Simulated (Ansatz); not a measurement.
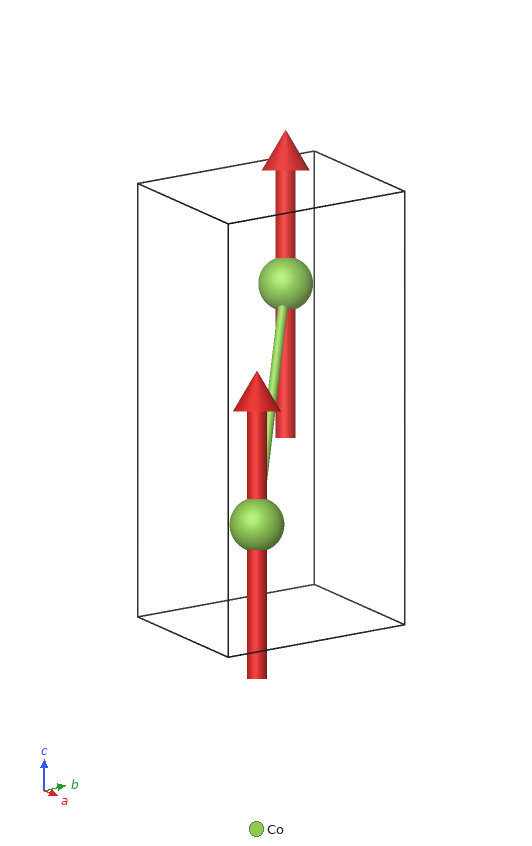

A ball-and-stick rendering, viewed slightly off an axis. The simulation cell is drawn as a box. Arrows are the site magnetic moments above 0.25 μB; longer means larger, and red and blue are up and down (without spin-orbit coupling the axis itself is arbitrary).

This is the state reached for Co. Level of theory and settings: DFT PBEsol, scalar-relativistic, plane waves, PAW in Ansatz 0.2.0, E_cut = 420 eV, 30×30×16 k-mesh, Gaussian smearing of 0.15 eV, collinear spins.

Characterise the magnetic order.

Answer. Ferromagnetic (within this cell). Site moments: 2 Co +1.8 μB. The net spin moment of the whole cell is 3.4 μB.

The initial geometry was a structure listed in the Materials Project. The cell was then strained or its atoms displaced on purpose. It was run through Ansatz as a DFT input.

At this level of theory the run's own cell isn't at rest (stretched, at -25 GPa), so its distances can differ from those at equilibrium, the more so the softer the solid, and its magnetic state may change on relaxation.
